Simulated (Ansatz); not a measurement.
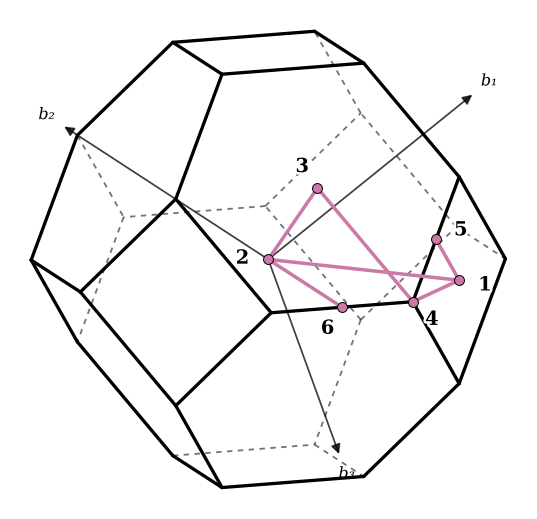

For AlAs, a calculation's input that goes back to an entry of the Crystallography Open Database (an earlier step may have relaxed or displaced it): the first Brillouin zone of a face-centred cubic lattice (cF; extended symbol cF2) is drawn with its special points numbered. All values are computed from the atomic coordinates in the standard setting (tolerance 0.002 Å).

a = 5.661 Å, b = 5.661 Å, c = 5.661 Å, α = 90.00°, β = 90.00°, γ = 90.00°.

Labels and path follow the convention of Hinuma et al. (2017), as computed by seekpath; the arrows show the directions of the reciprocal primitive vectors b₁, b₂, b₃, in which coordinates are given.

Question: Which special point is each number?

Answer:
| no. | label | coordinates |
| --- | --- | --- |
| 1 | X | (1/2, 0, 1/2) |
| 2 | Γ | (0, 0, 0) |
| 3 | L | (1/2, 1/2, 1/2) |
| 4 | W | (1/2, 1/4, 3/4) |
| 5 | U | (5/8, 1/4, 5/8) |
| 6 | K | (3/8, 3/8, 3/4) |
